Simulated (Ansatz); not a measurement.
## Run report: CuO, geometry relaxation (part 2 of 2)

CuO (4 atoms in the cell); DFT r2SCAN+U, scalar-relativistic, plane waves, PAW, Ueff = 4 eV on Cu d, spin-polarised (Ansatz 0.2.0); cutoff 500 eV, 10×10×6 k-mesh, Gaussian smearing of 0.02 eV, collinear spins. The structure derives from a Materials Project entry. It belongs to a series of runs on one base structure; here: relaxed at -1 GPa.

Geometry of the input (Å; fractional positions):
```
2.8957  0.0012  -0.0001
0.0405  2.8955  0.0000
0.0174  0.0174  5.2112
Cu 0.5000  0.0000  0.5000
Cu 0.0000  0.5000  -0.0000
O  0.0015  0.9984  0.2500
O  0.9985  0.0016  0.7500
```

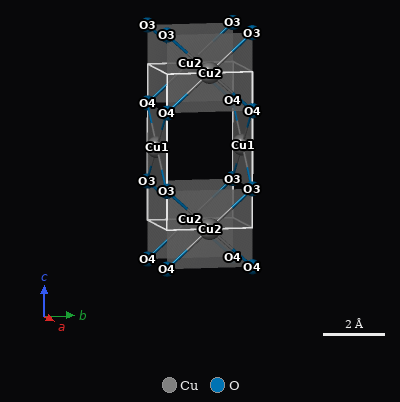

Figure 1. The geometry at step 1 of the log (polyhedral view of the cell of the calculation, seen slightly off an axis; polyhedra are completed across the faces of the cell; atoms are numbered from 1 in the order of the input).

The program's output, continued
```
SCF iter   1: F=—  HF=-14396.084325 eV  |F-HF|=—  |Δ(HF+E_count)|=         —  Δρ=1.64e-4 (↑1.64e-4 ↓1.64e-4)  dr2=2.12e-5  dr2_τ=3.67e-5  dr2_m=1.96e-6  M=0.000 μB ∫|m|=1.720 μB  β_m=0.30  ethr=4.68e-8  ⟨swp⟩=2.0  Hψ=84572  notcnv=0
preconditioner: auto → none  [insulator: Δε(μ)=0.796 eV  Ē_g=14.190 eV  σ=0.020 eV  W_gap=1.00  n_scr=16 (ndim 8)  ℏωp=32.8 eV  f_vac=0.057  D(μ)=0.00/eV (n_scr^D=0)  ε∞_Penn≈6.3]
SCF iter   2: F=—  HF=-14396.084444 eV  |F-HF|=—  |Δ(HF+E_count)|=   1.19e-4  Δρ=7.96e-5 (↑7.96e-5 ↓7.96e-5)  dr2=3.06e-6  dr2_τ=1.00e-7  dr2_m=8.27e-7  M=0.000 μB ∫|m|=1.720 μB  β_m=0.30  ethr=4.23e-8  ⟨swp⟩=2.0  Hψ=34048  notcnv=0  κ⁻¹=1.0e0(r=1)
SCF iter   3: F=—  HF=-14396.084445 eV  |F-HF|=—  |Δ(HF+E_count)|=   1.11e-6  Δρ=5.16e-5 (↑5.15e-5 ↓5.16e-5)  dr2=6.81e-7  dr2_τ=4.43e-8  dr2_m=4.21e-7  M=0.000 μB ∫|m|=1.720 μB  β_m=0.30  ethr=6.13e-9  ⟨swp⟩=2.0  Hψ=27927  notcnv=0  κ⁻¹=3.1e-2(r=2)
iter 4 did not close the SCF: its close was put off for a magnetic moment that had not settled (scf_convergence_deferred on its scf_iter line)
SCF iter   4: F=-14396.084447 eV  HF=-14396.084447 eV  |F-HF|=7.39e-7  |Δ(HF+E_count)|=   1.43e-6  Δρ=3.05e-5 (↑3.05e-5 ↓3.04e-5)  dr2=2.05e-7  dr2_τ=1.43e-8  dr2_m=1.71e-7  M=0.000 μB ∫|m|=1.720 μB  β_m=0.30  ethr=8.00e-10  ⟨swp⟩=4.9  Hψ=67827  notcnv=0  κ⁻¹=4.8e-3(r=3)
iter 5 did not close the SCF: its close was put off for a magnetic moment that had not settled (scf_convergence_deferred on its scf_iter line)
SCF iter   5: F=-14396.084447 eV  HF=-14396.084447 eV  |F-HF|=2.30e-7  |Δ(HF+E_count)|=   5.86e-7  Δρ=1.60e-5 (↑1.59e-5 ↓1.60e-5)  dr2=4.16e-8  dr2_τ=4.51e-9  dr2_m=5.09e-8  M=0.000 μB ∫|m|=1.720 μB  β_m=0.30  ethr=4.10e-10  ⟨swp⟩=2.0  Hψ=60674  notcnv=0  κ⁻¹=2.3e-3(r=4)
SCF iter   6: F=-14396.084447 eV  HF=-14396.084447 eV  |F-HF|=2.26e-9  |Δ(HF+E_count)|=   2.59e-7  Δρ=5.46e-6 (↑5.46e-6 ↓4.95e-6)  dr2=1.41e-8  dr2_τ=1.47e-10  dr2_m=4.99e-9  M=0.000 μB ∫|m|=1.720 μB  ethr=8.32e-11  ⟨swp⟩=2.0  Hψ=55522  notcnv=0
SCF 2 converged in 6 iterations: F = -14396.084447 eV  dr2 = 1.41e-8
  greatest PAW one-centre occupation: 1.000 electrons in one spin orbital (limit 2), on the Cu atom at site 1 (counted from 0), in its partial waves of l = 0
relax step   2: F+E_penalty+E_count = -14396.08444740 eV  Δ(F+E_penalty+E_count) = -8.010e-4 eV  max|allowed force component| = 1.310e-3 eV/Å  Δτ_max = 0.0001 Å  P = -1.341 GPa  Ω = 43.630 Å³  energy of the carried Pulay correction = +5.921e-5 eV  (6 SCF iters, dr2 threshold 4.00e-7 eV, accepted)
Crystal: 4 atoms, lattice volume = 43.547 Å³
iter 1 solved again at ethr=6.00e-8 eV; its pass at ethr=3.10e-3 eV (dr2=3.00e-5 eV) is discarded
SCF iter   1: F=—  HF=-14396.085009 eV  |F-HF|=—  |Δ(HF+E_count)|=         —  Δρ=1.74e-4 (↑1.74e-4 ↓1.74e-4)  dr2=2.70e-5  dr2_τ=3.41e-5  dr2_m=1.50e-6  M=0.000 μB ∫|m|=1.720 μB  β_m=0.30  ethr=6.00e-8  ⟨swp⟩=2.0  Hψ=84550  notcnv=0
preconditioner: auto → none  [insulator: Δε(μ)=0.795 eV  Ē_g=14.205 eV  σ=0.020 eV  W_gap=1.00  n_scr=16 (ndim 8)  ℏωp=32.8 eV  f_vac=0.057  D(μ)=0.00/eV (n_scr^D=0)  ε∞_Penn≈6.3]
SCF iter   2: F=—  HF=-14396.085135 eV  |F-HF|=—  |Δ(HF+E_count)|=   1.26e-4  Δρ=6.34e-5 (↑6.34e-5 ↓6.33e-5)  dr2=3.49e-6  dr2_τ=6.08e-8  dr2_m=3.43e-7  M=0.000 μB ∫|m|=1.720 μB  β_m=0.30  ethr=5.40e-8  ⟨swp⟩=2.0  Hψ=33654  notcnv=0  κ⁻¹=1.0e0(r=1)
SCF iter   3: F=—  HF=-14396.085134 eV  |F-HF|=—  |Δ(HF+E_count)|=   6.84e-7  Δρ=3.47e-5 (↑3.47e-5 ↓3.47e-5)  dr2=6.62e-7  dr2_τ=2.84e-8  dr2_m=1.80e-7  M=0.000 μB ∫|m|=1.720 μB  β_m=0.30  ethr=6.98e-9  ⟨swp⟩=2.0  Hψ=27936  notcnv=0  κ⁻¹=2.5e-2(r=2)
iter 4 did not close the SCF: its close was put off for a magnetic moment that had not settled (scf_convergence_deferred on its scf_iter line)
SCF iter   4: F=-14396.085135 eV  HF=-14396.085135 eV  |F-HF|=3.59e-7  |Δ(HF+E_count)|=   5.69e-7  Δρ=2.13e-5 (↑2.13e-5 ↓2.11e-5)  dr2=1.64e-7  dr2_τ=1.00e-8  dr2_m=8.44e-8  M=0.000 μB ∫|m|=1.720 μB  β_m=0.30  ethr=8.00e-10  ⟨swp⟩=4.9  Hψ=65563  notcnv=0  κ⁻¹=5.3e-3(r=3)
iter 5 did not close the SCF: its close was put off for a magnetic moment that had not settled (scf_convergence_deferred on its scf_iter line)
SCF iter   5: F=-14396.085135 eV  HF=-14396.085135 eV  |F-HF|=2.21e-7  |Δ(HF+E_count)|=   1.99e-7  Δρ=1.46e-5 (↑1.46e-5 ↓1.45e-5)  dr2=5.86e-8  dr2_τ=4.04e-9  dr2_m=4.41e-8  M=0.000 μB ∫|m|=1.720 μB  β_m=0.30  ethr=3.29e-10  ⟨swp⟩=2.0  Hψ=55407  notcnv=0  κ⁻¹=5.5e-4(r=4)
SCF iter   6: F=-14396.085135 eV  HF=-14396.085135 eV  |F-HF|=9.60e-9  |Δ(HF+E_count)|=   2.62e-7  Δρ=5.20e-6 (↑5.20e-6 ↓5.12e-6)  dr2=1.28e-8  dr2_τ=1.67e-10  dr2_m=4.95e-9  M=0.000 μB ∫|m|=1.720 μB  ethr=1.17e-10  ⟨swp⟩=2.0  Hψ=55390  notcnv=0
SCF 3 converged in 6 iterations: F = -14396.085135 eV  dr2 = 1.28e-8
relax step   3: F+E_penalty+E_count = -14396.08513498 eV  Δ(F+E_penalty+E_count) = -6.876e-4 eV  max|allowed force component| = 8.202e-4 eV/Å  Δτ_max = 0.0002 Å  P = -1.006 GPa  Ω = 43.547 Å³  energy of the carried Pulay correction = +1.326e-4 eV  (6 SCF iters, dr2 threshold 4.00e-7 eV, accepted)
Initial wavefunctions: pseudopotential atomic-orbital guess (no wavefunctions were taken with the density)
iter 1 solved again at ethr=6.78e-8 eV; its pass at ethr=3.10e-3 eV (dr2=3.39e-5 eV) is discarded
SCF iter   1: F=—  HF=-14396.085007 eV  |F-HF|=—  |Δ(HF+E_count)|=         —  Δρ=7.23e-6 (↑7.23e-6 ↓7.19e-6)  dr2=1.09e-8  dr2_τ=6.32e-9  dr2_m=5.05e-9  M=0.000 μB ∫|m|=1.720 μB  β_m=0.30  ethr=6.78e-8  ⟨swp⟩=3.0  Hψ=120250  notcnv=0
preconditioner: auto → none  [insulator: Δε(μ)=0.793 eV  Ē_g=14.205 eV  σ=0.020 eV  W_gap=1.00  n_scr=16 (ndim 8)  ℏωp=32.8 eV  f_vac=0.056  D(μ)=0.00/eV (n_scr^D=0)  ε∞_Penn≈6.3]
SCF iter   2: F=—  HF=-14396.085008 eV  |F-HF|=—  |Δ(HF+E_count)|=   7.40e-7  Δρ=5.15e-6 (↑5.15e-6 ↓5.14e-6)  dr2=4.93e-9  dr2_τ=1.02e-9  dr2_m=2.34e-9  M=0.000 μB ∫|m|=1.720 μB  β_m=0.30  ethr=2.18e-11  ⟨swp⟩=2.0  Hψ=34035  notcnv=0  κ⁻¹=1.0e0(r=1)
SCF iter   3: F=—  HF=-14396.085008 eV  |F-HF|=—  |Δ(HF+E_count)|=   1.23e-8  Δρ=3.61e-6 (↑3.61e-6 ↓3.58e-6)  dr2=2.13e-9  dr2_τ=4.31e-10  dr2_m=1.72e-9  M=0.000 μB ∫|m|=1.720 μB  β_m=0.30  ethr=9.86e-12  ⟨swp⟩=1.0  Hψ=18848  notcnv=0  κ⁻¹=1.5e-1(r=2)
SCF iter   4: F=—  HF=-14396.085008 eV  |F-HF|=—  |Δ(HF+E_count)|=   1.41e-8  Δρ=1.26e-6 (↑1.26e-6 ↓1.24e-6)  dr2=2.20e-10  dr2_τ=9.79e-12  dr2_m=3.99e-10  M=0.000 μB ∫|m|=1.720 μB  β_m=0.30  ethr=4.26e-12  ⟨swp⟩=2.0  Hψ=34048  notcnv=0  κ⁻¹=3.8e-2(r=3)
SCF iter   5: F=—  HF=-14396.085008 eV  |F-HF|=—  |Δ(HF+E_count)|=   2.80e-9  Δρ=1.22e-6 (↑1.22e-6 ↓1.21e-6)  dr2=4.18e-10  dr2_τ=4.03e-11  dr2_m=1.38e-10  M=0.000 μB ∫|m|=1.720 μB  β_m=0.30  ethr=1.00e-12  ⟨swp⟩=4.0  Hψ=66798  notcnv=0  κ⁻¹=6.3e-3(r=4)
SCF iter   6: F=—  HF=-14396.085008 eV  |F-HF|=—  |Δ(HF+E_count)|=   1.79e-9  Δρ=4.30e-7 (↑4.30e-7 ↓4.27e-7)  dr2=4.53e-11  dr2_τ=5.57e-12  dr2_m=2.69e-11  M=0.000 μB ∫|m|=1.720 μB  β_m=0.30  ethr=1.00e-12  ⟨swp⟩=3.0  Hψ=70437  notcnv=0  κ⁻¹=3.5e-3(r=5)
SCF iter   7: F=-14396.085008 eV  HF=-14396.085008 eV  |F-HF|=5.28e-11  |Δ(HF+E_count)|=  6.02e-10  Δρ=2.68e-7 (↑2.62e-7 ↓2.68e-7)  dr2=2.73e-11  dr2_τ=4.51e-13  dr2_m=1.63e-11  M=0.000 μB ∫|m|=1.720 μB  ethr=1.00e-12  ⟨swp⟩=4.0  Hψ=62043  notcnv=0
SCF 4 converged in 7 iterations: F = -14396.085008 eV  dr2 = 2.73e-11
relax step   4: F+E_penalty+E_count = -14396.08500806 eV  Δ(F+E_penalty+E_count) = +1.269e-4 eV  max|allowed force component| = 9.024e-4 eV/Å  Δτ_max = 0.0000 Å  P = -1.007 GPa  Ω = 43.547 Å³  stress off target by 2.02e-2 GPa  SCF on the basis re-selected at this cell (its energy is not comparable with the rows above)  (7 SCF iters)
basis re-selected at this cell: Δ(F+E_penalty+E_count) = +1.269e-4 eV, ΔP = -0.001 GPa vs the last step (what re-selecting the basis moved, of the pressure what is left beyond the Pulay correction that the steps carried, after the strain that the cell walked since its last selection, with what the two solves' SCF thresholds leave and, on support functions, any second-order correction that the steps lacked; it is no measure of the basis error at this ecutwfc). This SCF's stress stands 2.02e-2 GPa from its target on what of the cell is left free (relax.cell.stress_tol is 8.00e-2 GPa) and its largest allowed force component is 9.02e-4 eV/Å (relax.f_tol is 8.00e-3 eV/Å): within both
SCF converged after 7 iterations
Stability not checked: this state was not tested for a lower state beside it, because the mixer in use, unlike msr1, does not test its closes by its own steps (another_mixer; see scf.mixing.algorithm and scf.lower_state_search)
Magnetization: 0.0000 μB (25.0000 up, 25.0000 down)
Absolute magnetization: 1.7036 μB (∫|ρ↑−ρ↓|, with the PAW one-centre terms)
Spin contamination: 0.9316 ħ² per cell (⟨S²⟩ above its minimum at these occupations)
Per-site moments (μB) at R_I (Å): [(-0.6454523972729236, 0.8023416259183275), (0.6454511061203404, 0.8023302249639312), (2.5193901703561826e-7, 0.8023302249639314), (2.5193901711330357e-7, 0.8023302249639312)]
Free energy (F): -14396.085008 eV
Harris-Foulkes:  -14396.085008 eV  (|F-HF|=5.28e-11)
Internal energy: -14396.085008 eV  (E = F + TS)
E sigma→0 (E₀):  -14396.085008 eV
Fermi energy:    10.856366 eV
--- Per-component energies (eV) ---
  E_band       = -1023.720488
  E_kinetic    = 942.875671
  E_local      = -10083.679609  (includes V_loc(G=0)·N_el)
  E_nonlocal   = 879.070182
  E_hartree    = 4366.511265
  E_xc         = -311.811776
  E_vxc        = -455.675346  (∫ρ·V_xc dr)
  E_hubbard    = 1.265800  (on-site DFT+U / exact-exchange correction)
  E_vhub       = -34.675652  (the Hubbard potential's part of the band-sum identity)
  E_paw        = -3665.992758  (= ΣΔE_a)
  E_vpaw       = -1035.054668  (= ΣTr[D̂ρ^β])
  E_aug_tail   = 0.002331  (compensation charges beyond the density's cutoff)
  E_vtau       = 30.393588  (kinetic-family band-sum trace: ∫τ·v_τ [+ j·A + Jᵃ·Aᵃ] dr)
  E_ewald      = -6523.660017
  E_core_change = -0.666098  (= ΣΔE_core)
  E_smearing   = -0.000000  (= −TS)
  E_closure    = -0.000000  (closes the sum)
  Σ components = -14396.085008   (vs F -14396.085008, Δ=0.00e0)
--- Forces (eV/Å), atoms counted from 1 ---
  atom   1  Cu     0.00000000     0.00000000     0.00000000
  atom   2  Cu     0.00000000     0.00000000     0.00000000
  atom   3  O     -0.00065226     0.00090239    -0.00000844
  atom   4  O      0.00065226    -0.00090239     0.00000844
  max |Σ_I F_I| component: 0.00e0 eV/Å
--- Stress (GPa, compression-positive) ---
       -1.010769       0.009162      -0.003250
        0.009166      -1.011218      -0.001337
       -0.003208      -0.001295      -0.999683
  P = ⅓ Tr σ = -1.0072 GPa (-10.072 kbar)
--- Band table (eV; the first three rows and the last of 608) ---
  k-point 0 ↑: bands = ["-106.7570", "-105.5332", "-62.9181", "-62.9102", "-61.8058", "-61.4363", "-61.3448", "-61.3358", "-9.8212", "-8.4885", "1.9898", "3.0853", "4.8407", "5.0849", "5.1002", "5.6767", "5.8124", "6.0940", "6.3547", "6.9635", "7.0469", "7.5439", "7.8174", "8.4263", "10.4480", "12.4709", "12.7332", "17.6021", "18.7159", "25.0676", "26.2217"]
  k-point 1 ↑: bands = ["-106.7569", "-105.5331", "-62.9181", "-62.9102", "-61.8058", "-61.4363", "-61.3448", "-61.3358", "-9.7459", "-8.5962", "2.2305", "3.0945", "4.7814", "5.0701", "5.1286", "5.6786", "5.8130", "5.9588", "6.3539", "6.7817", "6.9381", "7.7846", "8.0497", "8.1086", "10.3114", "12.6391", "12.8806", "16.7868", "19.7346", "25.1534", "26.1044"]
  k-point 2 ↑: bands = ["-106.7568", "-105.5330", "-62.9181", "-62.9102", "-61.8058", "-61.4363", "-61.3448", "-61.3358", "-9.5319", "-8.8731", "2.8783", "3.1135", "4.4411", "5.0545", "5.2225", "5.6969", "5.7519", "5.8143", "6.3525", "6.4230", "6.9034", "7.3907", "8.2720", "8.5154", "9.9700", "12.4397", "13.7512", "15.7375", "21.3453", "24.8069", "25.4166"]
  k-point 303 ↓: bands = ["-106.7556", "-105.5314", "-62.9298", "-62.9079", "-61.8157", "-61.4468", "-61.3581", "-61.3333", "-8.5049", "-8.3224", "3.6541", "3.9336", "4.0797", "4.1036", "4.3795", "5.2690", "5.7610", "5.8097", "5.8533", "6.1561", "7.6087", "7.6711", "7.7543", "8.2029", "8.6901", "11.9024", "15.1287", "15.2614", "22.2195", "22.4155", "22.9762"]
Occupation matrices written to [file]
--- Relaxed structure (3 steps of the walk, 3 accepted, 1 SCFs on fresh bases) ---
  F+E_penalty+E_count = -14396.08500806 eV   max|allowed force component| = 9.024e-4 eV/Å   (the final SCF, on the basis selected at the relaxed cell)
  cell:  # Å, volume = 43.5472 Å³
    - [2.8945773963483528, 0.0019350949670713265, -0.0003554670850556103]
    - [0.04121231185708202, 2.8942859220154205, -0.00020364982383514797]
    - [0.016958797248512916, 0.016988668046702748, 5.19800926177054]
  atoms:
    - { symbol: Cu, position: [0.5, 1.734723475976807e-18, 0.4999999999999999] }
    - { symbol: Cu, position: [-1.159508695452332e-18, 0.49999999999999994, 0.0] }
    - { symbol: O, position: [0.0014477682741313408, 0.9984940943919762, 0.2500002183714533] }
    - { symbol: O, position: [0.9985522317258686, 0.001505905608023648, 0.7499997816285467] }
--- Löwdin populations: 4 sites ---
  site symbol       q [e]    m [muB]
     0     Cu     17.8743    -0.5761
     1     Cu     17.8743     0.5761
     2      O      7.0052     0.0000
     3      O      7.0052     0.0000
  spilling = 0.004818 (of n_electrons = 50.000000)
```

File populations.tsv
```
# site	symbol	l	j	q_up	q_dn
# orbitals = lowdin
# n_electrons = 50.000000
# spilling = 0.004818
# projection_atom_Cu: [Ne] 3s2 3p6 3d10 4s1
# projection_atom_O: [He] 2s2 2p4
0	Cu	0_3S	-	0.998637	0.998600
0	Cu	0_4S	-	0.294203	0.273416
0	Cu	1_3P	-	2.999284	2.999081
0	Cu	2_3D	-	4.356982	4.954114
1	Cu	0_3S	-	0.998600	0.998637
1	Cu	0_4S	-	0.273416	0.294204
1	Cu	1_3P	-	2.999081	2.999284
1	Cu	2_3D	-	4.954114	4.356983
2	O	0_2S	-	0.917798	0.917798
2	O	1_2P	-	2.584824	2.584824
3	O	0_2S	-	0.917798	0.917798
3	O	1_2P	-	2.584824	2.584824
```

Trajectory as extended XYZ (Å, eV, eV/Å), 4 frames, from step=1 to step=4
```
4
Lattice="2.8957 0.0012 -0.0001 0.0405 2.8955 0.0000 0.0174 0.0174 5.2112" Properties=species:S:1:pos:R:3:forces:R:3 step=1 energy=-14396.08365 pressure_GPa=-1.67
Cu    1.4565    0.0093    2.6055    0.0000   0.0000   0.0000
Cu    0.0203    1.4477    0.0000    0.0000   0.0000   0.0000
O     0.0492    2.8952    1.3028   -0.0011   0.0017  -0.0002
O     2.9044    0.0189    3.9083    0.0011  -0.0017   0.0002
4
Lattice="2.8961 0.0015 -0.0002 0.0408 2.8958 -0.0001 0.0172 0.0172 5.2025" Properties=species:S:1:pos:R:3:forces:R:3 step=2 energy=-14396.08445 pressure_GPa=-1.34
Cu    1.4566    0.0094    2.6011    0.0000   0.0000   0.0000
Cu    0.0204    1.4479    0.0000    0.0000   0.0000   0.0000
O     0.0494    2.8956    1.3005   -0.0008   0.0013  -0.0002
O     2.9047    0.0189    3.9016    0.0008  -0.0013   0.0002
4
Lattice="2.8946 0.0019 -0.0004 0.0412 2.8943 -0.0002 0.0170 0.0170 5.1980" Properties=species:S:1:pos:R:3:forces:R:3 step=3 energy=-14396.08513 pressure_GPa=-1.01
Cu    1.4558    0.0095    2.5988    0.0000   0.0000   0.0000
Cu    0.0206    1.4471   -0.0001    0.0000   0.0000   0.0000
O     0.0496    2.8942    1.2993   -0.0006   0.0008   0.0000
O     2.9032    0.0190    3.8982    0.0006  -0.0008   0.0000
4
Lattice="2.8946 0.0019 -0.0004 0.0412 2.8943 -0.0002 0.0170 0.0170 5.1980" Properties=species:S:1:pos:R:3:forces:R:3 step=4 energy=-14396.08501 pressure_GPa=-1.01
Cu    1.4558    0.0095    2.5988    0.0000   0.0000   0.0000
Cu    0.0206    1.4471   -0.0001    0.0000   0.0000   0.0000
O     0.0496    2.8942    1.2993   -0.0007   0.0009   0.0000
O     2.9032    0.0190    3.8982    0.0007  -0.0009   0.0000
```

Results in brief

| quantity | value |
| --- | --- |
| outcome | converged |
| space group (tolerance 0.01 Å) | C2/c (15) |
| electrons treated | 50 |
| free energy | −14396.0850 eV |
| Fermi energy | 10.856 eV |
| gap on the k-point mesh | 0.79 eV |
| net moment of the cell | 0.00 μB |
| integrated absolute moment | 1.70 μB |
| pressure | −1.01 GPa |
| final volume | 43.55 Å³ |
| largest force (length of the vector) at the end | 0.001 eV/Å |
| final cell | a = 2.895 Å, b = 2.895 Å, c = 5.198 Å, α = 89.81°, β = 89.82°, γ = 89.15° |
| hardware | 1 thread of Intel Xeon @ 2.70GHz, 189 GiB of memory available, shared host |
| wall time | 7.7 min |
| peak memory | 1.4 GiB |

The electronic state found may not be the lowest one.
